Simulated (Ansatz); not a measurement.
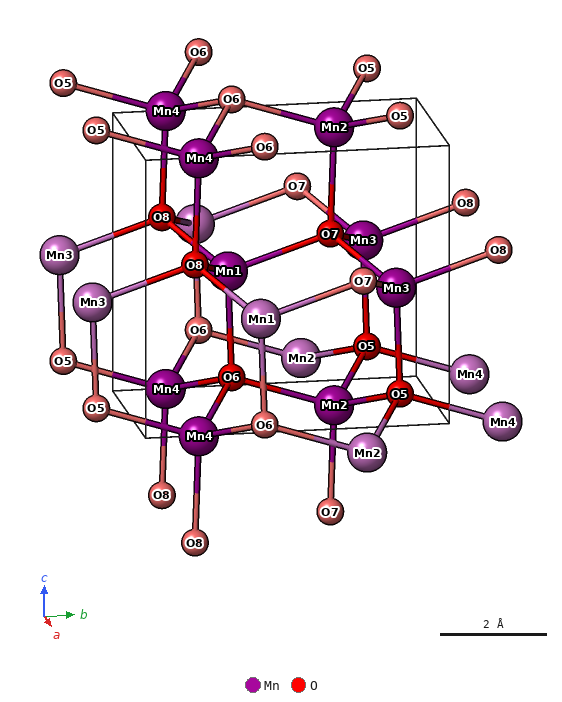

Figure 1. The structure as given in the input (ball-and-stick view of the cell of the calculation, seen slightly off an axis; neighbours outside the cell are drawn fainter; atoms are numbered from 1 in the order of the input). An atom can appear more than once, as a periodic image. Near neighbours in the periodic cell (some may lie outside the picture): Mn has 4 O at 2.08 to 2.09 Å; O has 4 Mn at 2.08 to 2.09 Å.

# Run report: MnO, single-point calculation (part 1 of 2)

The run: single-point calculation of MnO (Cmc2₁, 8 atoms in the cell). Method and program: DFT r2SCAN, scalar-relativistic, plane waves, PAW; levels and slopes on a dense k mesh at the converged density, spin-polarised (Ansatz 0.2.0).

The structure derives from a Materials Project entry. Figures and captions count atoms from 1; the log counts them from 0 in places.

The input
```yaml
crystal:
  lattice:
    - [3.4679459, 0.0, 0.0]
    - [0.0, 5.86629098, 0.0]
    - [0.0, 0.0, 5.47315968]
  atoms:
    - { symbol: Mn, position: [0.5, 0.32504907, 0.49765733], spin: -4.0 }
    - { symbol: Mn, position: [0.5, 0.67495093, 0.99765733], spin: -4.0 }
    - { symbol: Mn, position: [0.0, 0.82504717, 0.49764971], spin: 4.0 }
    - { symbol: Mn, position: [0.0, 0.17495283, 0.99764971], spin: 4.0 }
    - { symbol: O, position: [0.0, 0.83766518, 0.11591284] }
    - { symbol: O, position: [0.5, 0.3376601, 0.11591947] }
    - { symbol: O, position: [0.5, 0.6623399, 0.61591947] }
    - { symbol: O, position: [0.0, 0.16233482, 0.61591284] }
basis:
  ecutwfc: 500
kpoints:
  mp_grid: { grid: [12, 8, 8] }
hamiltonian:
  xc: r2scan
  pseudopotentials: { kind: paw }
scf:
  occupations: { method: gaussian, width: 0.05 }
output:
  forces: true
  eigenvalues: true
  eigenstates:
    nscf_kmesh: { grid: [24, 16, 16] }
    top_band: c6
    de_dk: true
    localisation: true
  stress: true
  populations: true
checkpoint:
  write: ck
  compress: false
  write_wavefunctions: false
  write_every: 100000
magnetization:
  spin_polarized: true
```

Hardware: 2 threads of Arm Neoverse N1, 98 GiB of memory available, shared host.

Command:
```bash
ansatz run input.yaml --threads 2 --pin off --max-ram 5120MiB --backend cpu --events-out ev --progress --plain --runs-dir out
```

Log
```
Engine: ansatz 0.2.0, aarch64-unknown-linux-gnu
Pseudopotentials: kind: paw
Pseudopotential: Mn, paw, valence charge 15, recommended cutoff 500 eV (meta_gga), Mn.paw.azcp
Pseudopotential: O, paw, valence charge 6, recommended cutoff 500 eV (meta_gga), O.paw.azcp
Functional definition: r2SCAN
  parameter k0 = 0.174
  parameter k1 = 0.065
  parameter a1 = 4.9479
  exchange = r2scan_x(k0 = k0, k1 = k1, a1 = a1)
  correlation = r2scan_c
Crystal: 8 atoms, lattice volume = 111.346 Å³
Basis set: ecut = 500 eV, 2847 PW (Γ), exchange–correlation on 108×180×160 points (64 copies of the dense FFT grid, shifted against one another)
Bands: 60, of which v1, the nominal top of the filled ones, is band 42 counted from 1 (41 counted from 0)
Symmetry: 4 space group operations
Space group: Pmc21 (ITA 26), of the structure as read, at distance tolerance 4.8e-5 Å
Magnetic group: BNS 26.76 (UNI 174), of the structure as read, at distance tolerance 4.8e-5 Å
k-points: 175 of 768 (time reversal used)
Non-local potential: Mn, projectors of the file, l = 0: 3, l = 1: 2, l = 2: 3, l = 3: 1
Non-local potential: O, projectors of the file, l = 0: 2, l = 1: 2, l = 2: 1
PAW form: soft (Blöchl's): semilocal exchange-correlation on the pseudo side does not see the compensation charge
PAW frozen core: Mn, regenerated for the run's functional (the file was generated under x = pbe(κ = 0.804, μ = 0.2195149727645171), c = pbe(β = 0.06672455060314922))
PAW frozen core: O, regenerated for the run's functional (the file was generated under x = pbe(κ = 0.804, μ = 0.2195149727645171), c = pbe(β = 0.06672455060314922))
PAW one-centre angular grid: Mn, 590 points (default); XC on 160 Gauss nodes
PAW one-centre angular grid: O, 302 points (default); XC on 160 Gauss nodes
Initial density: superposition of atomic densities (chi_scale 0.1, normalization cell, long waves kept (reshape's long-wave potential 0.00 eV rms))
Starting moments: Σ|m| = 16 μB on 4 of 8 sites
Starting magnetic order: antiferromagnet; a translation exchanges its spin sublattices: spin-degenerate at every k-point
Initial wavefunctions: pseudopotential atomic-orbital guess
Functional: x = r2scan, c = r2scan; τ floored in thin density (d = 2e-4 eV/Å³)
the translation (0.5, 0.5, 0) carries every atom to within crystal.symmetry.tolerance of an atom of its element with the starting moment reversed, but both spin channels are solved: the dense FFT box has an odd point count along it
SCF iter   1: F=—  HF=-17894.974643 eV  |F-HF|=—  |Δ(HF+E_count)|=         —  Δρ=9.95e-2 (↑9.95e-2 ↓9.95e-2)  dr2=1.99e1  dr2_τ=5.61e-2  dr2_m=4.58e0  M=0.000 μB ∫|m|=17.937 μB  β_m=0.30  ethr=3.10e-3  ⟨swp⟩=5.5  Hψ=68781  notcnv=0  defer=128
Mixer restart at iter 1: flushing history
preconditioner: auto → Resta (q_TF=auto, 2.603 Å⁻¹)  ε∞=7.3  [insulator: Δε(μ)=1.032 eV  Ē_g=10.097 eV  σ=0.050 eV  W_gap=1.00  n_scr=38 (ndim 8)  ℏωp=25.4 eV  f_vac=0.000  D(μ)=0.00/eV (n_scr^D=0)  ε∞_Penn≈7.3]
spin=Collinear: Resta preconditioning applied to the charge; magnetization (m = ρ↑ − ρ↓) channel mixes plain (no charge-response kernel on spin).
SCF iter   2: F=—  HF=-17893.824713 eV  |F-HF|=—  |Δ(HF+E_count)|=    1.15e0  Δρ=5.56e-2 (↑5.56e-2 ↓5.56e-2)  dr2=4.79e0  dr2_τ=9.60e-2  dr2_m=2.06e0  M=0.000 μB ∫|m|=18.276 μB  β_m=0.30  ethr=3.10e-3  ⟨swp⟩=3.0  Hψ=41655  notcnv=0  defer=4056  κ⁻¹=1.0e0(r=1)
SCF iter   3: F=—  HF=-17894.598975 eV  |F-HF|=—  |Δ(HF+E_count)|=   7.74e-1  Δρ=2.24e-2 (↑2.24e-2 ↓2.24e-2)  dr2=9.23e-1  dr2_τ=1.93e-2  dr2_m=3.48e-1  M=0.000 μB ∫|m|=18.453 μB  β_m=0.30  ethr=3.10e-3  ⟨swp⟩=4.0  Hψ=40495  notcnv=0  defer=3970  κ⁻¹=3.5e-2(r=2)
SCF iter   4: F=—  HF=-17894.861494 eV  |F-HF|=—  |Δ(HF+E_count)|=   2.63e-1  Δρ=7.46e-3 (↑7.46e-3 ↓7.46e-3)  dr2=1.86e-1  dr2_τ=2.47e-3  dr2_m=8.31e-3  M=0.000 μB ∫|m|=18.583 μB  β_m=0.30  ethr=1.10e-3  ⟨swp⟩=3.9  Hψ=40486  notcnv=0  defer=3751  κ⁻¹=6.6e-3(r=3)
SCF iter   5: F=—  HF=-17894.891942 eV  |F-HF|=—  |Δ(HF+E_count)|=         —  Δρ=4.52e-3 (↑4.52e-3 ↓4.52e-3)  dr2=5.36e-2  dr2_τ=8.31e-4  dr2_m=3.41e-3  M=0.000 μB ∫|m|=18.644 μB  β_m=0.30  ethr=2.22e-4  ⟨swp⟩=2.0  Hψ=27375  notcnv=0  defer=3751
Mixer restart at iter 5: flushing history
SCF iter   6: F=—  HF=-17894.904605 eV  |F-HF|=—  |Δ(HF+E_count)|=   1.27e-2  Δρ=3.50e-3 (↑3.50e-3 ↓3.50e-3)  dr2=3.58e-2  dr2_τ=4.86e-4  dr2_m=1.80e-3  M=0.000 μB ∫|m|=18.654 μB  β_m=0.30  ethr=6.38e-5  ⟨swp⟩=2.0  Hψ=23549  notcnv=0  defer=3751  κ⁻¹=1.0e0(r=1)
SCF iter   7: F=—  HF=-17894.922350 eV  |F-HF|=—  |Δ(HF+E_count)|=   1.77e-2  Δρ=8.58e-4 (↑8.58e-4 ↓8.57e-4)  dr2=3.46e-3  dr2_τ=4.13e-5  dr2_m=1.06e-4  M=0.000 μB ∫|m|=18.680 μB  β_m=0.30  ethr=4.27e-5  ⟨swp⟩=2.2  Hψ=32770  notcnv=0  defer=3751  κ⁻¹=8.8e-3(r=2)
SCF iter   8: F=—  HF=-17894.922735 eV  |F-HF|=—  |Δ(HF+E_count)|=   3.85e-4  Δρ=4.91e-4 (↑4.91e-4 ↓4.91e-4)  dr2=4.58e-4  dr2_τ=1.24e-5  dr2_m=7.22e-5  M=0.000 μB ∫|m|=18.679 μB  β_m=0.30  ethr=4.12e-6  ⟨swp⟩=2.0  Hψ=28668  notcnv=0  defer=3751  κ⁻¹=4.4e-4(r=3)
SCF iter   9: F=—  HF=-17894.923231 eV  |F-HF|=—  |Δ(HF+E_count)|=   4.96e-4  Δρ=3.39e-4 (↑3.39e-4 ↓3.38e-4)  dr2=1.43e-4  dr2_τ=4.08e-6  dr2_m=3.41e-5  M=0.000 μB ∫|m|=18.679 μB  β_m=0.30  ethr=5.45e-7  ⟨swp⟩=2.0  Hψ=28634  notcnv=0  defer=3751  κ⁻¹=3.6e-4(r=4)
SCF iter  10: F=—  HF=-17894.923595 eV  |F-HF|=—  |Δ(HF+E_count)|=   3.64e-4  Δρ=1.20e-4 (↑1.20e-4 ↓1.20e-4)  dr2=3.12e-5  dr2_τ=7.56e-7  dr2_m=1.60e-6  M=0.000 μB ∫|m|=18.676 μB  β_m=0.30  ethr=1.71e-7  ⟨swp⟩=2.0  Hψ=35700  notcnv=0  defer=3751  κ⁻¹=8.6e-5(r=5)
SCF iter  11: F=—  HF=-17894.923594 eV  |F-HF|=—  |Δ(HF+E_count)|=   1.72e-6  Δρ=9.35e-5 (↑9.35e-5 ↓9.34e-5)  dr2=1.99e-5  dr2_τ=4.53e-7  dr2_m=1.38e-6  M=0.000 μB ∫|m|=18.676 μB  β_m=0.30  ethr=3.71e-8  ⟨swp⟩=1.0  Hψ=21000  notcnv=0  defer=3751  κ⁻¹=1.5e-5(r=6)
SCF iter  12: F=—  HF=-17894.923587 eV  |F-HF|=—  |Δ(HF+E_count)|=   6.93e-6  Δρ=2.25e-5 (↑2.25e-5 ↓2.24e-5)  dr2=1.20e-6  dr2_τ=2.21e-8  dr2_m=5.52e-8  M=0.000 μB ∫|m|=18.675 μB  β_m=0.30  ethr=2.37e-8  ⟨swp⟩=2.0  Hψ=35700  notcnv=0  defer=3751  κ⁻¹=3.2e-7(r=7)
SCF iter  13: F=—  HF=-17894.923587 eV  |F-HF|=—  |Δ(HF+E_count)|=   5.34e-7  Δρ=1.87e-5 (↑1.87e-5 ↓1.87e-5)  dr2=8.02e-7  dr2_τ=1.00e-8  dr2_m=3.85e-8  M=0.000 μB ∫|m|=18.675 μB  β_m=0.30  ethr=1.43e-9  ⟨swp⟩=2.3  Hψ=35188  notcnv=0  defer=3751  κ⁻¹=9.1e-8(r=8)
SCF iter  14: F=—  HF=-17894.923587 eV  |F-HF|=—  |Δ(HF+E_count)|=   2.96e-7  Δρ=8.70e-6 (↑8.70e-6 ↓8.68e-6)  dr2=1.70e-7  dr2_τ=4.63e-9  dr2_m=3.20e-9  M=0.000 μB ∫|m|=18.675 μB  β_m=0.30  ethr=9.55e-10  ⟨swp⟩=2.0  Hψ=35007  notcnv=0  defer=3751  κ⁻¹=4.7e-8(r=8)
SCF iter  15: F=—  HF=-17894.923587 eV  |F-HF|=—  |Δ(HF+E_count)|=   6.07e-8  Δρ=2.68e-6 (↑2.68e-6 ↓2.67e-6)  dr2=1.33e-8  dr2_τ=2.31e-10  dr2_m=2.28e-9  M=0.000 μB ∫|m|=18.675 μB  β_m=0.30  ethr=2.03e-10  ⟨swp⟩=2.3  Hψ=29288  notcnv=0  defer=3751  κ⁻¹=2.3e-7(r=8)
SCF iter  16: F=—  HF=-17894.923587 eV  |F-HF|=—  |Δ(HF+E_count)|=   1.02e-8  Δρ=1.36e-6 (↑1.36e-6 ↓1.36e-6)  dr2=4.10e-9  dr2_τ=5.73e-11  dr2_m=3.81e-10  M=0.000 μB ∫|m|=18.675 μB  β_m=0.30  ethr=1.59e-11  ⟨swp⟩=2.0  Hψ=35000  notcnv=0  defer=3751  κ⁻¹=9.6e-7(r=8)
SCF iter  17: F=—  HF=-17894.923587 eV  |F-HF|=—  |Δ(HF+E_count)|=   2.92e-9  Δρ=3.13e-7 (↑3.12e-7 ↓3.13e-7)  dr2=1.36e-10  dr2_τ=4.36e-12  dr2_m=5.41e-11  M=0.000 μB ∫|m|=18.675 μB  β_m=0.30  ethr=4.88e-12  ⟨swp⟩=2.0  Hψ=34766  notcnv=0  defer=3751  κ⁻¹=9.9e-8(r=8)
SCF iter  18: F=—  HF=-17894.923587 eV  |F-HF|=—  |Δ(HF+E_count)|=  7.28e-11  Δρ=2.05e-7 (↑2.05e-7 ↓2.05e-7)  dr2=9.85e-11  dr2_τ=1.95e-12  dr2_m=4.28e-12  M=0.000 μB ∫|m|=18.675 μB  β_m=0.30  ethr=1.00e-12  ⟨swp⟩=2.3  Hψ=30004  notcnv=0  defer=3751  κ⁻¹=2.3e-7(r=8)
SCF iter  19: F=—  HF=-17894.923587 eV  |F-HF|=—  |Δ(HF+E_count)|=  4.37e-11  Δρ=3.53e-8 (↑3.52e-8 ↓3.53e-8)  dr2=2.74e-12  dr2_τ=7.19e-14  dr2_m=3.13e-13  M=0.000 μB ∫|m|=18.675 μB  β_m=0.30  ethr=1.00e-12  ⟨swp⟩=1.0  Hψ=21000  notcnv=0  defer=3751  κ⁻¹=2.5e-8(r=8)
SCF iter  20: F=—  HF=-17894.923587 eV  |F-HF|=—  |Δ(HF+E_count)|=  3.64e-12  Δρ=3.72e-8 (↑3.72e-8 ↓3.71e-8)  dr2=3.16e-12  dr2_τ=4.35e-14  dr2_m=1.80e-13  M=0.000 μB ∫|m|=18.675 μB  β_m=0.30  ethr=1.00e-12  ⟨swp⟩=10.5  Hψ=109136  notcnv=0  κ⁻¹=2.9e-7(r=8)
SCF iter  21: F=-17894.923587 eV  HF=-17894.923587 eV  |F-HF|=3.64e-12  |Δ(HF+E_count)|=    0.00e0  Δρ=8.15e-9 (↑8.15e-9 ↓8.03e-9)  dr2=1.19e-13  dr2_τ=1.91e-15  dr2_m=2.33e-14  M=0.000 μB ∫|m|=18.675 μB  ethr=1.00e-12  ⟨swp⟩=4.0  Hψ=66108  notcnv=0
SCF 1 converged in 21 iterations: F = -17894.923587 eV  dr2 = 1.19e-13
  greatest PAW one-centre occupation: 1.006 electrons in one spin orbital (limit 2), on the Mn atom at site 1 (counted from 0), in its partial waves of l = 1
```

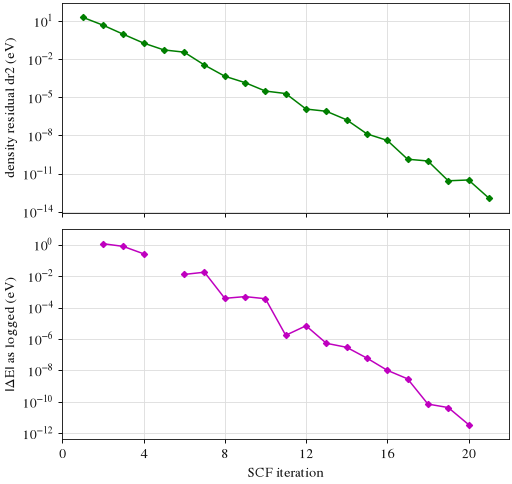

Figure 2. Convergence of the self-consistent field: density residual dr2 and size of the energy change against the SCF iteration. The residual falls almost steadily, with no more than small rises.
